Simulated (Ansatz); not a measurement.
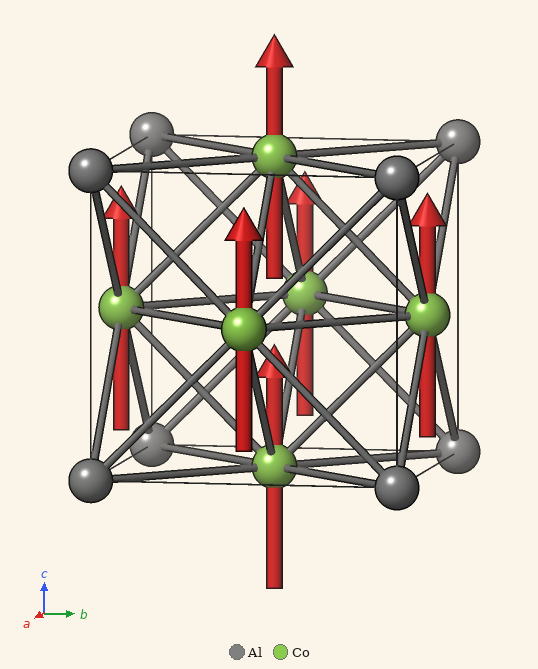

Crystal structure, ball-and-stick style, seen slightly off an axis. Thin lines show the simulation cell, with boundary atoms drawn in all their periodic places. Arrows are the site magnetic moments above 0.25 μB; longer means larger, and red and blue are up and down (without spin-orbit coupling the axis itself is arbitrary).

This is the state reached for AlCo$_{3}$. Calculation details: DFT PBEsol, scalar-relativistic, plane waves, PAW in Ansatz; a cutoff energy of 420 eV, Brillouin-zone sampling on a 14×14×14 mesh, Gaussian smearing of 0.15 eV, collinear spins.

Question: Characterise the magnetic order.

Answer: Ferromagnetic (within this cell). Site moments: 3 Co +1.3 μB. The net spin moment of the whole cell is 3.8 μB.

Provenance: a structure listed in the Materials Project. Earlier steps of the study may have refined or changed the cell and positions. A calculation with Ansatz used it as input.
